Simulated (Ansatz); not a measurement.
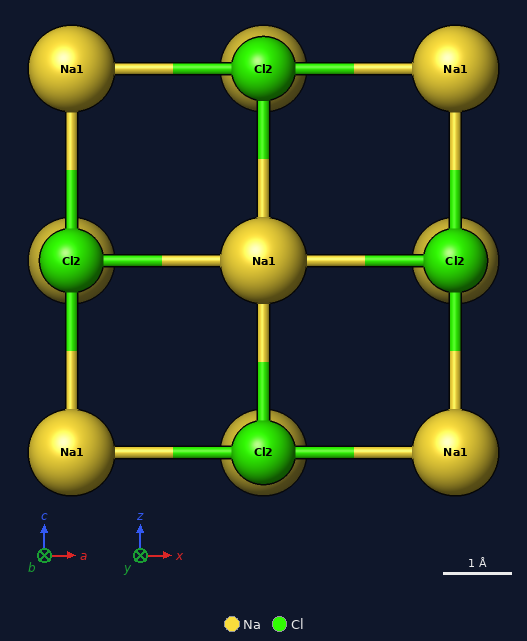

Energy scan for a crystal of NaCl (Fm-3m), in which the cell is strained equally along x and y and separately along z, with the atoms kept at their fractional coordinates. x, y and z are the Cartesian axes of the input. The picture shows the reference cell. A ball-and-stick model of the conventional cell (4 times the calculation's cell), seen along the b axis. Lengths and directions refer to the drawn axes.

Computed with Ansatz 0.2.0, DFT PBEsol, scalar-relativistic, plane waves, PAW. Set-up: plane-wave cutoff 420 eV; k-point mesh 8 × 8 × 8; occupations gaussian; smearing width 0.05 eV; no spin polarisation. Energies (free energies at the smearing named) are counted from the cell as listed in its source, which wasn't relaxed.

Input file:
```yaml
crystal:
  lattice:
    - [0.0, 2.83175, 2.83175]
    - [2.83175, 0.0, 2.83175]
    - [2.83175, 2.83175, 0.0]
  atoms:
    - { symbol: Na, position: [0.0, 0.0, 0.0] }
    - { symbol: Cl, position: [0.5, 0.5, 0.5] }
basis:
  ecutwfc: 420
kpoints:
  mp_grid: { grid: [8, 8, 8] }
hamiltonian:
  xc: pbesol
scf:
  occupations: { method: gaussian, width: 0.05 }
output:
  forces: true
  stress: true
  eigenvalues: true
```

Run as
```bash
ansatz run input.yaml --threads 1 --pin off --max-ram 2560MiB --backend cpu --events-out ev --progress --plain --runs-dir out
```

Predict the energy profile on a grid with rows −0.080, −0.040, 0.000, 0.040, 0.080 and columns −0.080, −0.040, 0.000, 0.040, 0.080 (strain along x and y; strain along z).

Rows: strain along x and y; columns: strain along z; values in meV/atom.

```
        −0.080  −0.040  0.000  0.040  0.080
−0.080   100.4    68.6   56.2   55.6   61.7
−0.040    39.6    13.6    6.5   10.5   20.8
 0.000    22.0     1.9    0.0    8.8   23.2
 0.040    31.0    16.5   19.8   33.2   52.0
 0.080    55.6    46.4   54.7   72.9   95.9
```

In pairs of (strain along x and y; strain along z): the lowest computed point lies at (0.000, 0.000) (0.0 meV/atom), the highest at (−0.080, −0.080) (100.4 meV/atom). The valley is tilted: raising the in-plane strain is made harder by raising the strain along z (cross term 0.28 of the geometric mean of the two curvatures). Over the ranges scanned the energy rises more along the first axis, the in-plane strain. The pressure runs from −3.7 GPa at (0.080, 0.080) to 9.4 GPa at (−0.080, −0.080).
